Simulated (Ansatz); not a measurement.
## Geometry relaxation of Zn4HO4 (part 1 of 4)

System: Zn4HO4 (slab, 9 atoms in the cell).
Method: DFT LDA, scalar-relativistic, plane waves, PAW, PAW set soft_1, spin-polarised (Ansatz 0.2.0).

The structure derives from an entry of the Crystallography Open Database. The input holds or restrains some coordinates. Forces given for the steps count only the free coordinates. Figures and captions count atoms from 1; the log counts them from 0 in places.

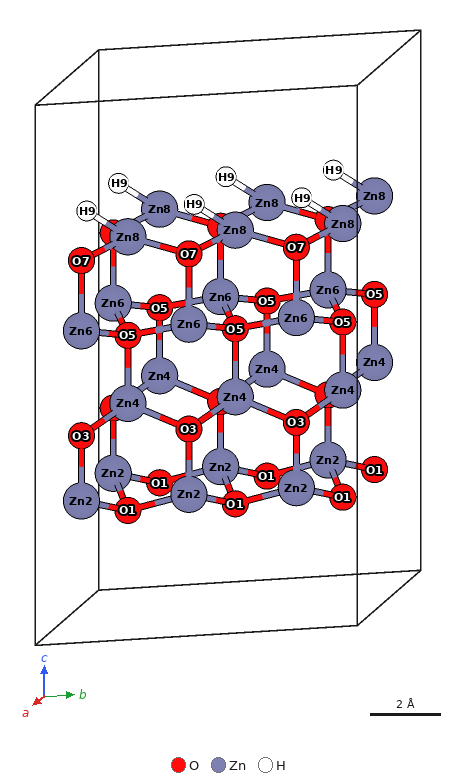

*The input geometry (ball-and-stick view of the 2 × 3 repeat of the cell, with the vacuum cut short, seen slightly off an axis; atoms are numbered from 1 in the order of the input). An atom can appear more than once, as a periodic image.*

Input file
```yaml
crystal:
  lattice:
    - [3.1873336251, 0.0, 0.0]
    - [-1.5936668126, 2.7603118897, 0.0]
    - [0.0, 0.0, 23.6871766474]
  atoms:
    - { symbol: O, position: [0.3333333333, 0.6666666667, 0.1688677405] }
    - { symbol: Zn, position: [0.6666666667, 0.3333333333, 0.1953153449] }
    - { symbol: O, position: [0.6666666667, 0.3333333333, 0.2776361956] }
    - { symbol: Zn, position: [0.3333333333, 0.6666666667, 0.3040838] }
    - { symbol: O, position: [0.3333333333, 0.6666666667, 0.3900077075] }
    - { symbol: Zn, position: [0.6666666667, 0.3333333333, 0.4102106352] }
    - { symbol: O, position: [0.6666666667, 0.3333333333, 0.4989401734] }
    - { symbol: Zn, position: [0.3333333333, 0.6666666667, 0.514505246] }
    - { symbol: H, position: [0.5, 1.3333333333, 0.5556832351], spin: 1.0 }
basis:
  ecutwfc: 420
kpoints:
  mp_grid: { grid: [9, 9, 1] }
hamiltonian:
  xc: lda
  pseudopotentials: { kind: paw, azcp: { folder: soft_1 } }
scf:
  occupations: { method: gaussian, width: 0.05 }
output:
  forces: true
  eigenvalues: true
  populations: true
magnetization:
  spin_polarized: true
relax:
  adjacent_minimum: "off"
  f_tol: 0.025
  max_steps: 16
  constraints: [{ sites: [0, 1, 2, 3, 4, 5, 6, 7] }, { sites: [8], fix: xy }]
efield:
  axis: 3
  dipole_correction: true
  ramp_width: 0.04
```

Machine: 4 threads of Arm Neoverse N1, 98 GiB of memory available, shared host.

Launch command:
```bash
ansatz run input.yaml --threads 4 --pin off --max-ram 12288MiB --backend cpu --events-out ev --progress --plain --runs-dir out
```

Log
```
Warning: [file] the record states the generating functional pbe (its physics header spells it `PBE`), which answers neither for hamiltonian.xc's functional nor for the lda family's — results may be inconsistent (PPs are generated against a specific XC)
Warning: [file] the record states the generating functional pbe (its physics header spells it `PBE`), which answers neither for hamiltonian.xc's functional nor for the lda family's — results may be inconsistent (PPs are generated against a specific XC)
Warning: [file] the record states the generating functional pbe (its physics header spells it `PBE`), which answers neither for hamiltonian.xc's functional nor for the lda family's — results may be inconsistent (PPs are generated against a specific XC)
Engine: ansatz 0.2.0, aarch64-unknown-linux-gnu
Pseudopotentials: kind: paw
Pseudopotential: O, paw, valence charge 6, recommended cutoff 420 eV (normal), [file]
Pseudopotential: Zn, paw, valence charge 12, recommended cutoff 420 eV (normal), [file]
Pseudopotential: H, paw, valence charge 1, recommended cutoff 420 eV (normal), [file]
Functional definition: SPW92
  exchange = slater_x
  correlation = pw_c
Crystal: 9 atoms, lattice volume = 208.401 Å³
Basis set: ecut = 420 eV, 4099 PW (Γ)
Bands: 46, of which v1, the nominal top of the filled ones, is band 37 counted from 1 (36 counted from 0)
Symmetry: 1 space group operations
k-points: 41 of 81 (time reversal used)
Non-local potential: O, projectors of the file, l = 0: 2, l = 1: 2, l = 2: 1
Non-local potential: Zn, projectors of the file, l = 0: 2, l = 1: 2, l = 2: 3, l = 3: 1
Non-local potential: H, projectors of the file, l = 0: 2, l = 1: 1
PAW form: soft (Blöchl's): semilocal exchange-correlation on the pseudo side does not see the compensation charge
PAW frozen core: O, regenerated for the run's functional, and the local potential with it (the file was generated under x = pbe(κ = 0.804, μ = 0.2195149727645171), c = pbe(β = 0.06672455060314922))
PAW frozen core: Zn, regenerated for the run's functional, and the local potential with it (the file was generated under x = pbe(κ = 0.804, μ = 0.2195149727645171), c = pbe(β = 0.06672455060314922))
PAW one-centre angular grid: O, 110 points (default); XC on 64 Gauss nodes
PAW one-centre angular grid: Zn, 590 points (default); XC on 64 Gauss nodes
PAW one-centre angular grid: H, 110 points (default); XC on 64 Gauss nodes
Initial density: superposition of atomic densities (neutral atoms: chi_scale 0, normalization atom)
Starting moments: Σ|m| = 1 μB on 1 of 9 sites
Initial wavefunctions: pseudopotential atomic-orbital guess
Functional: x = slater, c = lda
```
